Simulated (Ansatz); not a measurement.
**Geometry relaxation of Pt₂₄H (part 3 of 3)**

Continued. System: Pt₂₄H (slab, 25 atoms in the cell). Method: DFT PBE+D3(BJ), scalar-relativistic, plane waves, PAW, no spin polarisation (Ansatz 0.2.0); cutoff 420 eV, 5×4×1 k-mesh, Gaussian smearing of 0.1 eV. The structure derives from an entry of the Crystallography Open Database. The input holds or restrains some coordinates. Forces given for the steps count only the free coordinates.

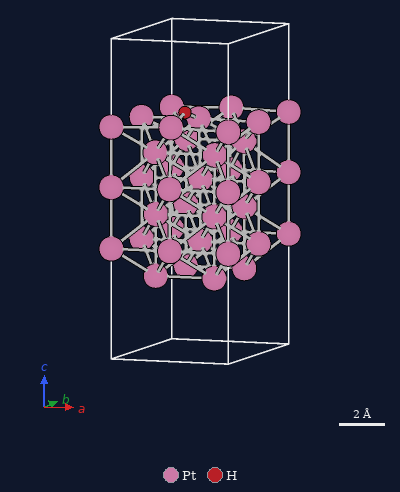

**Figure 1.** The geometry at step 6 of the log (ball-and-stick view of the cell of the calculation, with the vacuum cut short, seen slightly off an axis).

## Output, continued
```
  k-point 8: bands = ["-94.7196", "-94.7150", "-94.6924", "-94.6883", "-94.6743", "-94.6703", "-94.6480", "-94.6478", "-94.6255", "-94.6254", "-94.5979", "-94.5979", "-94.5708", "-94.5707", "-94.4205", "-94.4153", "-93.9572", "-93.9571", "-93.9494", "-93.9492", "-93.7898", "-93.7864", "-93.7581", "-93.7547", "-49.0958", "-49.0774", "-49.0624", "-49.0416", "-49.0350", "-49.0194", "-49.0147", "-49.0017", "-48.9983", "-48.9912", "-48.9729", "-48.9649", "-48.9545", "-48.9476", "-48.9351", "-48.9287",
      "-48.9122", "-48.8982", "-48.8903", "-48.8864", "-48.8650", "-48.8612", "-48.8510", "-48.8429", "-48.8351", "-48.8228", "-48.8198", "-48.8141", "-48.8082", "-48.8050", "-48.7926", "-48.7873", "-48.7739", "-48.7738", "-48.7626", "-48.7556", "-48.7447", "-48.7394", "-48.7375", "-48.7274", "-48.7118", "-48.7081", "-48.6954", "-48.6888", "-48.6647", "-48.6546", "-48.4601", "-48.4414", "-48.3306", "-48.3286", "-48.2773", "-48.2713", "-48.2656", "-48.2612", "-48.2153", "-48.2030",
      "-48.1866", "-48.1848", "-48.1437", "-48.1313", "-48.0194", "-48.0183", "-48.0043", "-48.0000", "-47.9882", "-47.9879", "-47.9874", "-47.9831", "-47.8773", "-47.8715", "-47.8101", "-47.8042", "-4.1018", "-3.9503", "-3.3982", "-3.2238", "-3.0815", "-2.7338", "-2.5659", "-2.2627", "-2.2405", "-2.1120", "-2.0059", "-1.9722", "-1.9321", "-1.8112", "-1.7474", "-1.7234", "-1.7048", "-1.6173", "-1.5560", "-1.5216", "-1.4320", "-1.3299", "-1.3164", "-1.2587",
      "-1.2253", "-1.1734", "-1.1716", "-1.1371", "-1.0740", "-0.9575", "-0.9107", "-0.8310", "-0.7627", "-0.7033", "-0.6495", "-0.5818", "-0.5253", "-0.5060", "-0.4316", "-0.3934", "-0.3380", "-0.3363", "-0.2687", "-0.1585", "-0.1132", "-0.0676", "0.0069", "0.0095", "0.0720", "0.1714", "0.1996", "0.2103", "0.2145", "0.2591", "0.3133", "0.3548", "0.4444", "0.5076", "0.5159", "0.5793", "0.6110", "0.6583", "0.7502", "0.8077",
      "0.8158", "0.8484", "0.8657", "0.9023", "1.0396", "1.0436", "1.0992", "1.1657", "1.1993", "1.3518", "1.3590", "1.3770", "1.4380", "1.6356", "1.6370", "1.6503", "1.6762", "1.7101", "1.7506", "1.7856", "1.8231", "1.8420", "1.8651", "1.9683", "1.9684", "2.0649", "2.1401", "2.1532", "2.1906", "2.2608", "2.3069", "2.3513", "2.3972", "2.4412", "2.5112", "2.5471", "2.6101", "2.7092", "2.7314", "2.7771",
      "2.8366", "2.8671", "2.9082", "3.0546", "3.0798", "3.1232", "3.1519", "3.1793", "3.4249", "3.4904", "3.5190", "3.5355", "3.5574", "3.5703", "3.5895", "3.6627", "3.6717", "3.6938", "3.6949", "3.7530", "3.7834", "3.8038", "3.8746", "3.8918", "4.1885", "4.3625", "4.9528", "5.1819", "5.7206", "5.8833", "6.4008", "6.7104", "6.7898", "6.9041", "7.3546", "7.4690", "7.7046", "7.8947", "8.0055", "8.1828",
      "8.3440", "8.5006", "8.8987", "9.3398", "9.4658", "9.7143", "9.7561", "10.0176", "10.1171", "10.1694", "10.4717", "10.4835", "10.7823", "10.7906", "10.8897", "11.1238", "11.1308", "11.1908", "11.2320", "11.4328"]
--- Relaxed structure (9 steps of the walk, 9 accepted, 0 SCFs on fresh bases) ---
  F+E_penalty+E_count = -300571.18406503 eV   max|allowed force component| = 2.977e-2 eV/Å
  atoms:
    - { symbol: Pt, position: [0.25, 0.25000000000000006, 0.32761787160000005] }
    - { symbol: Pt, position: [0.25, 0.7500000000000001, 0.32761787160000005] }
    - { symbol: Pt, position: [0.7500000000000001, 0.25000000000000006, 0.32761787160000005] }
    - { symbol: Pt, position: [0.7500000000000001, 0.7500000000000001, 0.32761787160000005] }
    - { symbol: Pt, position: [0.5, 0.5000000000000001, 0.3811534113] }
    - { symbol: Pt, position: [0.5, 0.0, 0.3811534113] }
    - { symbol: Pt, position: [0.0, 0.5000000000000001, 0.3811534113] }
    - { symbol: Pt, position: [0.0, 0.0, 0.3811534113] }
    - { symbol: Pt, position: [0.7500000000000001, 0.7500000000000001, 0.43468895110000005] }
    - { symbol: Pt, position: [0.7500000000000001, 0.25000000000000006, 0.43468895110000005] }
    - { symbol: Pt, position: [0.25, 0.7500000000000001, 0.43468895110000005] }
    - { symbol: Pt, position: [0.25, 0.25000000000000006, 0.43468895110000005] }
    - { symbol: Pt, position: [4.813172066396047e-19, -0.0061310683199602535, 0.488172996613639] }
    - { symbol: Pt, position: [-4.813172066396054e-19, 0.5061310683199604, 0.488172996613639] }
    - { symbol: Pt, position: [0.5, -0.009453538786892552, 0.4897553690302446] }
    - { symbol: Pt, position: [0.5, 0.5094535387868927, 0.4897553690302446] }
    - { symbol: Pt, position: [0.24590367288734113, 0.25000000000000006, 0.5399271142603528] }
    - { symbol: Pt, position: [0.256281478516673, 0.7500000000000001, 0.5513398958326025] }
    - { symbol: Pt, position: [0.7540963271126591, 0.25000000000000006, 0.5399271142603528] }
    - { symbol: Pt, position: [0.743718521483327, 0.7500000000000001, 0.5513398958326025] }
    - { symbol: Pt, position: [0.5, 0.4719484370278527, 0.5974456467322183] }
    - { symbol: Pt, position: [0.5, 0.028051562972147313, 0.5974456467322183] }
    - { symbol: Pt, position: [3.549169622722997e-19, 0.49547903105563906, 0.592748911373178] }
    - { symbol: Pt, position: [-3.5491696227230087e-19, 0.004520968944360975, 0.592748911373178] }
    - { symbol: H, position: [0.5, 0.25000000000000006, 0.6199556555613722] }
```

## Trajectory as extended XYZ (Å, eV, eV/Å), 4 of the 9 frames kept, from step=1 to step=9
```
25
Lattice="5.5559 0.0000 0.0000 0.0000 7.8572 0.0000 0.0000 0.0000 25.9449" Properties=species:S:1:pos:R:3:forces:R:3 step=1 energy=-300570.65877
Pt    1.3890    1.9643    8.5000    0.0135   0.0000   0.5508
Pt    1.3890    5.8929    8.5000    0.0126   0.0000   0.5736
Pt    4.1669    1.9643    8.5000   -0.0135   0.0000   0.5508
Pt    4.1669    5.8929    8.5000   -0.0126   0.0000   0.5736
Pt    2.7779    3.9286    9.8890    0.0000  -0.0169  -0.8353
Pt    2.7779    0.0000    9.8890    0.0000   0.0169  -0.8353
Pt    0.0000    3.9286    9.8890    0.0000  -0.0092  -0.8054
Pt    0.0000    0.0000    9.8890    0.0000   0.0092  -0.8054
Pt    4.1669    5.8929   11.2779    0.0018   0.0000   0.2426
Pt    4.1669    1.9643   11.2779   -0.0051   0.0000   0.2563
Pt    1.3890    5.8929   11.2779   -0.0018   0.0000   0.2426
Pt    1.3890    1.9643   11.2779    0.0051   0.0000   0.2563
Pt    0.0000    0.0000   12.6643    0.0000   0.0064  -0.0207
Pt    0.0000    3.9286   12.6643    0.0000  -0.0064  -0.0207
Pt    2.7779    0.0000   12.6643    0.0000  -0.1510  -0.1710
Pt    2.7779    3.9286   12.6643    0.0000   0.1510  -0.1710
Pt    1.3890    1.9643   14.1531   -1.6444   0.0000  -0.9511
Pt    1.3890    5.8929   14.1531   -0.0334   0.0000   0.0053
Pt    4.1669    1.9643   14.1531    1.6444   0.0000  -0.9511
Pt    4.1669    5.8929   14.1531    0.0334   0.0000   0.0053
Pt    2.7779    3.9286   15.3792    0.0000   0.8013   0.3020
Pt    2.7779    0.0000   15.3792    0.0000  -0.8013   0.3020
Pt    0.0000    3.9286   15.3792    0.0000   0.2124   0.0310
Pt    0.0000    0.0000   15.3792    0.0000  -0.2124   0.0310
H     2.7779    1.9643   15.0992    0.0000   0.0000   1.6435
25
Lattice="5.5559 0.0000 0.0000 0.0000 7.8572 0.0000 0.0000 0.0000 25.9449" Properties=species:S:1:pos:R:3:forces:R:3 step=4 energy=-300571.04867
Pt    1.3890    1.9643    8.5000    0.0172   0.0000   0.5578
Pt    1.3890    5.8929    8.5000    0.0233   0.0000   0.5821
Pt    4.1669    1.9643    8.5000   -0.0172   0.0000   0.5578
Pt    4.1669    5.8929    8.5000   -0.0233   0.0000   0.5821
Pt    2.7779    3.9286    9.8890    0.0000  -0.0289  -0.8474
Pt    2.7779    0.0000    9.8890    0.0000   0.0289  -0.8474
Pt    0.0000    3.9286    9.8890    0.0000   0.0100  -0.8236
Pt    0.0000    0.0000    9.8890    0.0000  -0.0100  -0.8236
Pt    4.1669    5.8929   11.2779    0.0223   0.0000   0.2333
Pt    4.1669    1.9643   11.2779   -0.0749   0.0000   0.2838
Pt    1.3890    5.8929   11.2779   -0.0223   0.0000   0.2333
Pt    1.3890    1.9643   11.2779    0.0749   0.0000   0.2838
Pt    0.0000    0.0128   12.6608    0.0000  -0.0221   0.0028
Pt    0.0000    3.9158   12.6608    0.0000   0.0221   0.0028
Pt    2.7779   -0.0014   12.6677    0.0000  -0.0420  -0.0040
Pt    2.7779    3.9300   12.6677    0.0000   0.0420  -0.0040
Pt    1.3677    1.9643   14.1591   -0.0935   0.0000  -0.0973
Pt    1.3938    5.8929   14.1344   -0.0119   0.0000   0.0057
Pt    4.1881    1.9643   14.1591    0.0935   0.0000  -0.0973
Pt    4.1620    5.8929   14.1344    0.0119   0.0000   0.0057
Pt    2.7779    3.9441   15.4099    0.0000  -0.0790   0.0221
Pt    2.7779   -0.0155   15.4099    0.0000   0.0790   0.0221
Pt    0.0000    3.9729   15.3832    0.0000  -0.0125  -0.0043
Pt    0.0000   -0.0443   15.3832    0.0000   0.0125  -0.0043
H     2.7779    1.9643   15.5106    0.0000   0.0000   0.1773
25
Lattice="5.5559 0.0000 0.0000 0.0000 7.8572 0.0000 0.0000 0.0000 25.9449" Properties=species:S:1:pos:R:3:forces:R:3 step=6 energy=-300571.15352
Pt    1.3890    1.9643    8.5000    0.0141   0.0000   0.6577
Pt    1.3890    5.8929    8.5000    0.0411   0.0000   0.5146
Pt    4.1669    1.9643    8.5000   -0.0141   0.0000   0.6577
Pt    4.1669    5.8929    8.5000   -0.0411   0.0000   0.5146
Pt    2.7779    3.9286    9.8890    0.0000   0.0010  -0.8633
Pt    2.7779    0.0000    9.8890    0.0000  -0.0010  -0.8633
Pt    0.0000    3.9286    9.8890    0.0000   0.1146  -0.8290
Pt    0.0000    0.0000    9.8890    0.0000  -0.1146  -0.8290
Pt    4.1669    5.8929   11.2779    0.0320   0.0000   0.3398
Pt    4.1669    1.9643   11.2779   -0.1767   0.0000   0.0445
Pt    1.3890    5.8929   11.2779   -0.0320   0.0000   0.3398
Pt    1.3890    1.9643   11.2779    0.1767   0.0000   0.0445
Pt    0.0000   -0.0117   12.6554    0.0000  -0.1060   0.0076
Pt    0.0000    3.9403   12.6554    0.0000   0.1060   0.0076
Pt    2.7779   -0.0460   12.6780    0.0000  -0.0450  -0.0157
Pt    2.7779    3.9746   12.6780    0.0000   0.0450  -0.0157
Pt    1.3668    1.9643   14.0526   -0.1515   0.0000  -0.1343
Pt    1.4151    5.8929   14.2239   -0.0030   0.0000   0.0293
Pt    4.1891    1.9643   14.0526    0.1515   0.0000  -0.1343
Pt    4.1408    5.8929   14.2239    0.0030   0.0000   0.0293
Pt    2.7779    3.7712   15.4331    0.0000   0.0970   0.1717
Pt    2.7779    0.1574   15.4331    0.0000  -0.0970   0.1717
Pt    0.0000    3.9293   15.3671    0.0000  -0.0177   0.0189
Pt    0.0000   -0.0007   15.3671    0.0000   0.0177   0.0189
H     2.7779    1.9643   15.9010    0.0000   0.0000   0.1164
25
Lattice="5.5559 0.0000 0.0000 0.0000 7.8572 0.0000 0.0000 0.0000 25.9449" Properties=species:S:1:pos:R:3:forces:R:3 step=9 energy=-300571.18406
Pt    1.3890    1.9643    8.5000    0.0227   0.0000   0.7252
Pt    1.3890    5.8929    8.5000    0.0522   0.0000   0.4805
Pt    4.1669    1.9643    8.5000   -0.0227   0.0000   0.7252
Pt    4.1669    5.8929    8.5000   -0.0522   0.0000   0.4805
Pt    2.7779    3.9286    9.8890    0.0000   0.0467  -0.8143
Pt    2.7779    0.0000    9.8890    0.0000  -0.0467  -0.8143
Pt    0.0000    3.9286    9.8890    0.0000   0.1532  -0.7900
Pt    0.0000    0.0000    9.8890    0.0000  -0.1532  -0.7900
Pt    4.1669    5.8929   11.2779   -0.0441   0.0000   0.4100
Pt    4.1669    1.9643   11.2779   -0.1792   0.0000   0.0133
Pt    1.3890    5.8929   11.2779    0.0441   0.0000   0.4100
Pt    1.3890    1.9643   11.2779    0.1792   0.0000   0.0133
Pt    0.0000   -0.0482   12.6656    0.0000  -0.0023  -0.0073
Pt    0.0000    3.9768   12.6656    0.0000   0.0023  -0.0073
Pt    2.7779   -0.0743   12.7066    0.0000  -0.0075  -0.0086
Pt    2.7779    4.0029   12.7066    0.0000   0.0075  -0.0086
Pt    1.3662    1.9643   14.0083    0.0049   0.0000  -0.0029
Pt    1.4239    5.8929   14.3044    0.0111   0.0000  -0.0136
Pt    4.1897    1.9643   14.0083   -0.0049   0.0000  -0.0029
Pt    4.1320    5.8929   14.3044   -0.0111   0.0000  -0.0136
Pt    2.7779    3.7082   15.5006    0.0000   0.0229  -0.0185
Pt    2.7779    0.2204   15.5006    0.0000  -0.0229  -0.0185
Pt    0.0000    3.8931   15.3788    0.0000   0.0061   0.0114
Pt    0.0000    0.0355   15.3788    0.0000  -0.0061   0.0114
H     2.7779    1.9643   16.0847    0.0000   0.0000   0.0298
```

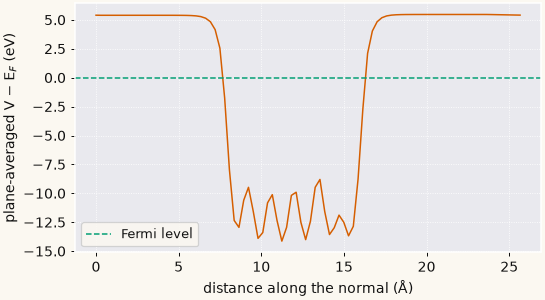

**Figure 2.** Plane average of the electrostatic potential energy of an electron across the cell, from the Fermi level. The vacuum level lies 5.46 eV above the Fermi level on the upper side and 5.39 eV on the lower.

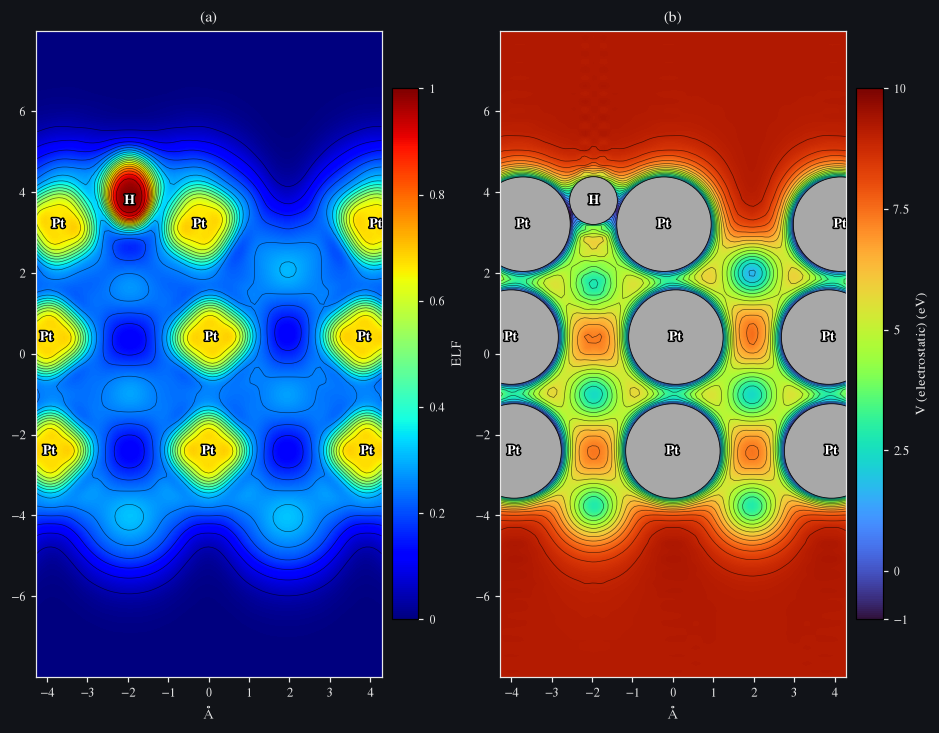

**Figure 3.** (a) electron localisation function; (b) electrostatic potential (local pseudopotential plus Hartree) felt by an electron on the (100) plane of the calculation cell, a cut from vacuum to vacuum. Grey discs, where drawn, cover atomic cores. Atoms in the plane: Pt and H. Pt–H (1.84 Å): the ELF climbs to about 1 towards the hydrogen, as it does in any bond to H. Pt–Pt (2.82 Å): the ELF is about 0.25 at the midpoint (no localised pair between them). The strong features right at Pt lie inside the PAW spheres (semicore, d or f shells) and say nothing about bonding. In a PAW calculation such maps are meaningful between the atoms, not at the nuclei.
